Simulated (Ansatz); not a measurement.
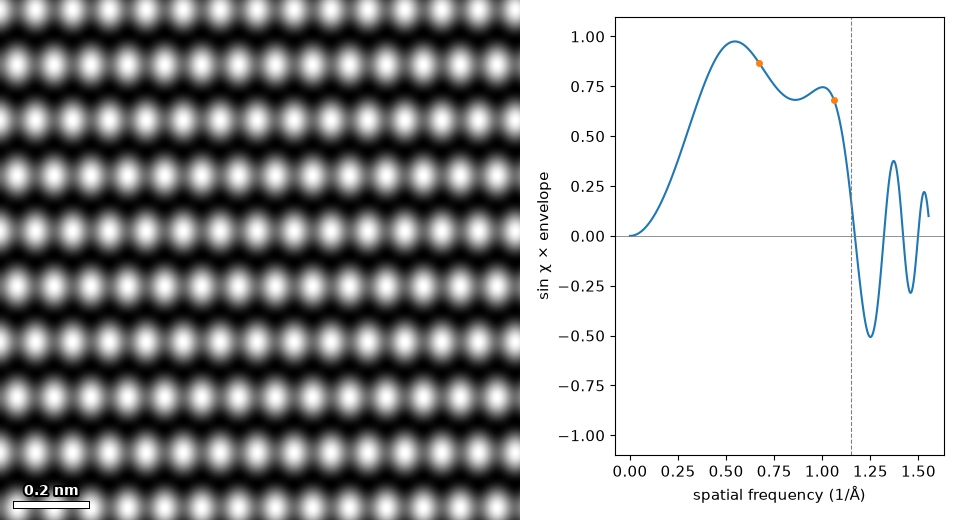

HRTEM-like image of Ta (Fm-3m, No. 225) along [221]. Simulated in the weak-phase-object approximation with neutral-atom potentials: 300 kV, Cs = −40 µm, defocus +106 Å (negative is underfocus), defocus spread 12 Å, aperture 1.15 1/Å. Structure used: the geometry given to an electronic-structure calculation, possibly off equilibrium; the starting structure was generated, so it need not be a known form of this composition.

The plot gives the contrast transfer function, the aperture (dashed) and the crystal's spatial frequencies that carry visible contrast (dots).

Do the atom columns appear dark or bright, and why?

Answer. Bright. With negative Cs and overfocus sin χ is positive over the pass band, so the strongest columns (Ta) come out brighter than the background.

What point resolution do these settings give, and which lattice spacings pass?

Answer. About 0.9 Å (0.66 |Cs|^(1/4) λ^(3/4) with λ = 0.0197 Å). The spacings that carry visible contrast are {220} at 1.49 Å, {420} at 0.94 Å.
